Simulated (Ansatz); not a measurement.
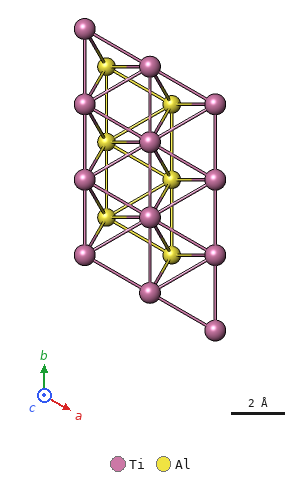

Energy scan for a crystal of TiAl (P-6m2), in which the cell is strained along x alone, with the atoms kept at their fractional coordinates. x, y and z are the Cartesian axes of the input. The picture shows the reference cell. Style: ball-and-stick. Shown: the cell of the calculation, repeated 2 × 3 × 2 with one cell outlined, along the c axis.

These are results of DFT PBEsol, scalar-relativistic, plane waves, PAW in Ansatz 0.2.0, not measurements. Settings: plane-wave cutoff 420 eV; k-point mesh 18 × 18 × 10; occupations gaussian; smearing width 0.15 eV; no spin polarisation. Energies (free energies at the smearing named) are counted from the cell as listed in its source, which wasn't relaxed.

```
Ti Al
1.0
     2.86726    0.00000    0.00000
    -1.43363    2.48312    0.00000
     0.00000    0.00000    4.67808
Ti Al
1 1
Direct
  0.00000 0.00000 0.00000
  0.33333 0.66667 0.50000
```

Q: Give the energy at each point (the strain: −0.0200, −0.0150, −0.0100, −0.0050, 0.0000, 0.0050, 0.0100, 0.0150, 0.0175, 0.0200).

A:
```csv
strain,ΔE (meV/atom)
−0.0200,−1.5
−0.0150,−1.8
−0.0100,−1.6
−0.0050,−1.0
0.0000,0.0
0.0050,1.4
0.0100,3.3
0.0150,5.5
0.0175,6.7
0.0200,8.0
```

Of the computed points the lowest is at the strain −0.015, −1.8 meV/atom. At the ends of the scan the energy is −1.5 meV/atom (−0.02) and 8.0 meV/atom (0.02). The unrelaxed reference is under a pressure of −2.8 GPa, which tilts the curve. The distortion takes the space group from P-6m2 to Amm2. At the strain −0.02 the cell of the drawing goes a 2.867 → 2.810 Å, b 2.867 → 2.853 Å, γ 120.0° → 119.5°.
